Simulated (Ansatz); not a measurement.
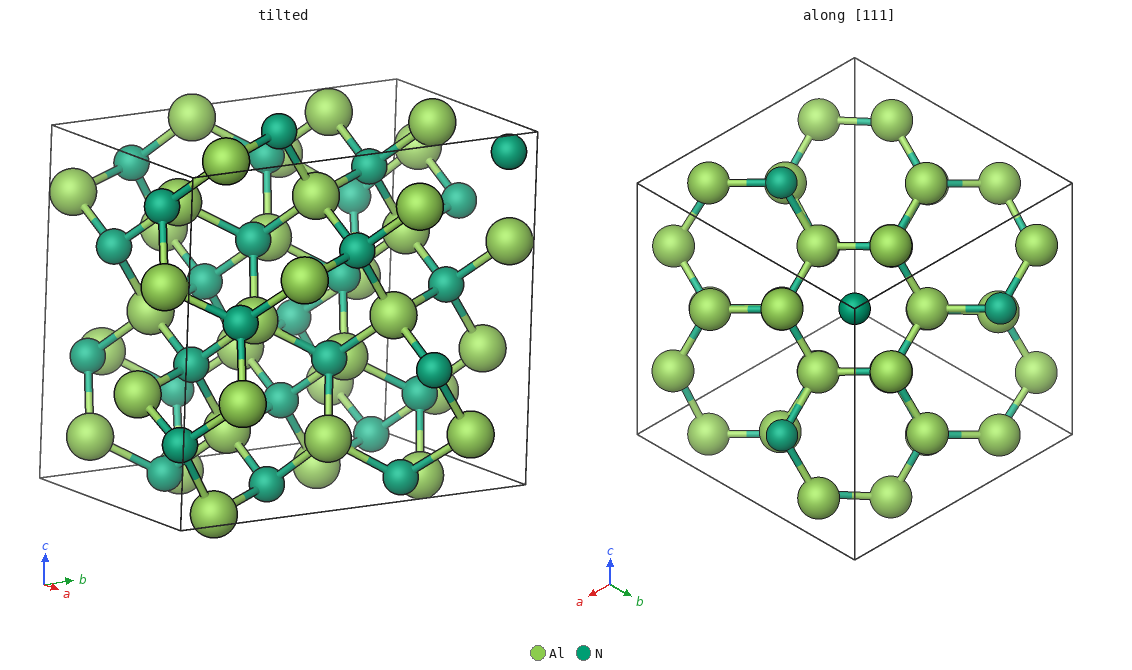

Ball-and-stick drawing of the structure, looking slightly off an axis and along [111]. The parallelepiped is the simulation cell.

It has the composition Al$_{24}$N$_{25}$. The atoms follow space group R3 (No. 146); the Bravais lattice is rhombohedral (trigonal R). Content of the cell: 24 Al, 25 N (Z = 1). With all contacts inside bonding distance counted, the coordination numbers are Al 4 to 5 (mean 4.1) and N 3 to 4 (mean 4.0). The bonds build a three-dimensional framework.

The structure was taken from a structure listed in the Materials Project, repeated into a supercell with a point defect put in. The atoms were relaxed in a fixed cell with DFT PBE, scalar-relativistic, plane waves, PAW in Ansatz.
